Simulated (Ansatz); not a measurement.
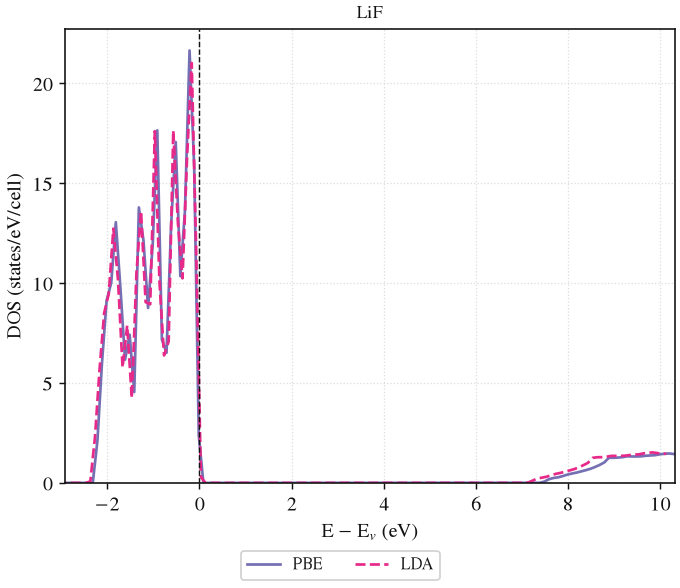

Total densities of states of LiF, space group P4_32_12 (No. 96), 8 atoms in the cell, by two methods on the same cell. Each is counted from its own valence-band top.

Q: What changes from one method to the other?

A: PBE gives a gap of 7.37 eV and LDA gives a gap of 7.07 eV.

Settings. PBE: DFT PBE, scalar-relativistic, plane waves, PAW, no spin polarisation, 4×4×8 k mesh, 420 eV cutoff, Gaussian smearing of 0.02 eV (Ansatz). LDA: DFT LDA, scalar-relativistic, plane waves, PAW, no spin polarisation, 4×4×8 k mesh, 420 eV cutoff (Ansatz).

The structure is an invented one, so it need not be a known or stable phase. The starting guess was a poor one.
